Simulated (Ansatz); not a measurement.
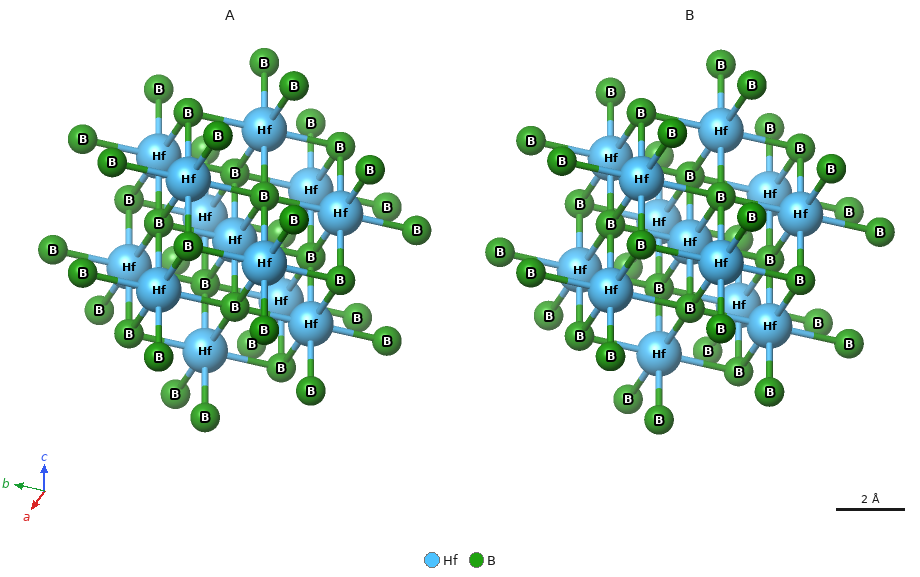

Two geometries of solid HfB (set up in Fm-3m): one is the relaxed structure, the other was perturbed away from it. Style: ball-and-stick. Shown: the conventional cell (2 times the calculation's cell), from a free direction. Lengths and directions refer to the drawn axes.

All numbers below come from DFT PBE, scalar-relativistic, plane waves, PAW (Ansatz 0.2.0). Set-up: plane-wave cutoff 420 eV; k-point mesh 12 × 12 × 10; occupations gaussian; smearing width 0.1 eV; no spin polarisation.

Q: Which is the distorted one, and what does the distortion cost?

A: Structure B is the perturbed one. Biaxial strain in the a–b plane, +4.5 %, is applied. The c axis and the atoms are relaxed. Cell: a = b 4.834 → 5.051 Å (+4.5 %), c 4.834 → 4.771 Å (−1.3 %). Volume +7.8 %. The atoms keep their places relative to the cell (all moves are under 0.005 Å). Near-neighbour distances before and after: B–Hf 2.417 → 2.386 to 2.526 Å. The space group (tolerance 0.01 Å) goes from Fm-3m (No. 225) to I4/mmm (No. 139). Energy change: +67.7 meV per atom. The pressure goes from 0.0 to −10.1 GPa. The principal stresses (compression positive) are 0.0 GPa along c and −15.1 GPa across it.
